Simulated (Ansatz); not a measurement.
Consider Na₄H (slab).

Input file:

```
crystal:
  lattice:
    - [7.2665057608, 0.0, 0.0]
    - [-2.4221685869, 6.850927332, 0.0]
    - [0.0, 0.0, 20.9665385532]
  atoms:
    - { symbol: Na, position: [0.25, 0.25, 0.19078018] }
    - { symbol: Na, position: [0.25, 0.75, 0.19078018] }
    - { symbol: Na, position: [0.75, 0.25, 0.19078018] }
    - { symbol: Na, position: [0.75, 0.75, 0.19078018] }
    - { symbol: Na, position: [0.0, 0.0, 0.3322693699] }
    - { symbol: Na, position: [0.0, 0.5, 0.3322693699] }
    - { symbol: Na, position: [0.5, 0.0, 0.3322693699] }
    - { symbol: Na, position: [0.5, 0.5, 0.3322693699] }
    - { symbol: H, position: [-0.1823434872, 0.75, 0.3995193833] }
    - { symbol: H, position: [0.1823434872, 0.75, 0.3995193833] }
basis:
  ecutwfc: 420
kpoints:
  mp_grid: { grid: [4, 4, 1] }
hamiltonian:
  xc: pbe
scf:
  occupations: { method: gaussian, width: 0.1 }
output:
  forces: true
  eigenvalues: true
  write_density: true
  write_potential: true
  elf: true
  volumetric_format: npy
efield:
  axis: 3
  dipole_correction: true
  ramp_width: 0.04
```

Command:

```sh
ansatz run input.yaml --threads 4 --pin off --max-ram 12288MiB --backend cpu --events-out ev --progress --plain --runs-dir out
```

Not relaxed (largest force 0.9 eV/Å).

Level of theory: Ansatz, DFT PBE, scalar-relativistic, plane waves, PAW.

What can the converged valence pseudo-density and electron localisation function tell about the bonding?

Na–H (2.33 Å): ρ is about 0.1 e/Å³ halfway; the ELF climbs to about 1 towards the hydrogen.

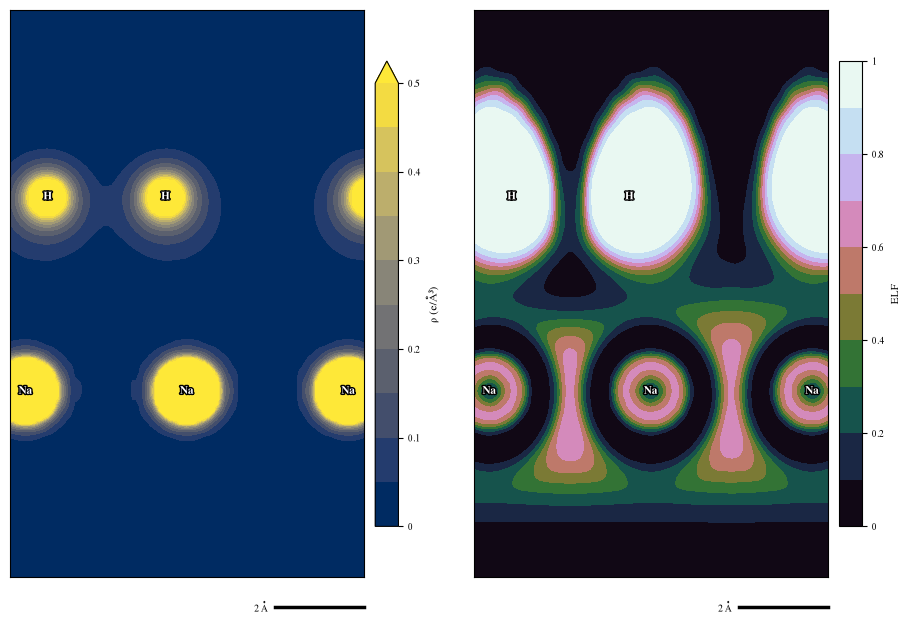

Computed valence pseudo-density and electron localisation function on the (010) plane of the calculation cell, a cut from vacuum to vacuum, in this order. 

In a PAW calculation such maps are meaningful between the atoms, not at the nuclei.
